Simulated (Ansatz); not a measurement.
# CoSi2/ZnS/NiSi2: predicting the conductance of a thicker barrier

Set-up. Ansatz 0.2.0, plane waves with PAW datasets, PBE. Interfaces are relaxed in a short slab (with D3(BJ) where the barrier is layered), set between ideal electrode layers that go on as semi-infinite leads, and the zero-bias conductance G at 300 K comes from T(E) on a typed mesh. The error is the largest of the program's estimates from energy step, mesh, the leads' potential steps and neutrality; its separate bound for narrow resonances between the energies solved isn't counted and can be far larger. The lower electrode is CoSi2 (fluorite 111 turned by 180 degrees  type B), the upper NiSi2 (fluorite 111 turned by 180 degrees  type B) and the barrier ZnS (wurtzite 0001), on a net of side 3.82 Å; d is the distance between the electrodes' last planes.

Runs in hand:

```
planes in the barrier  d (Å)  G (S/m²)  error (%)  lead step (meV)
                    4   8.80   3.93e13         26                8
                    8  15.12   8.92e11         23                8
```

Task: A further run has 12 planes, d = 21.45 Å. Fit G ∝ exp(−βd) to the rows shown and predict its conductance.

**Worked fit.** Through two points, β = ln(3.93e13 / 8.92e11) / (15.12 − 8.80) = 3.78 / 6.32 = 0.599 Å⁻¹. From the last point shown, G = 8.92e11 × exp(−0.599 × 6.33) = 2.01e10 S/m².

What the calculation gave: The run gave 6.16e10 S/m², with an error estimate of 29 % and a lead step of 8 meV. The prediction is 0.327 times that, too low by a factor of 3.1. Step by step the slopes are 0.60 and 0.42 Å⁻¹, falling with thickness. How much of this is a real bend and how much error of the rows wasn't traced.

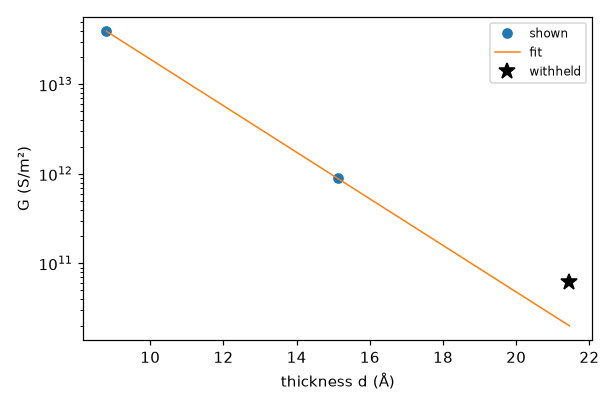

Fit and withheld run.

**Limits.** The interfaces are ideal, one cell wide, strained to a common net and relaxed from one registry with their symmetry kept. PBE's gaps are too small, so true decay constants are likely larger where the Fermi level lies deep in a gap. No spin-orbit coupling, phonons, disorder or image charges enter. The rows shown are chosen by tests on error estimates (under 100 to 120 %), lead steps (under 150 meV, though the program warns over 25), intact interfaces and, for fits, a steady trend in the rows shown; the data set holds 414 series of this kind, and not all pass.

[Logs are printed without paths, hosts, clocks, repeated set-up lines and the standing remarks that a program may print on its own settings, such as how far it seeks lower states.]
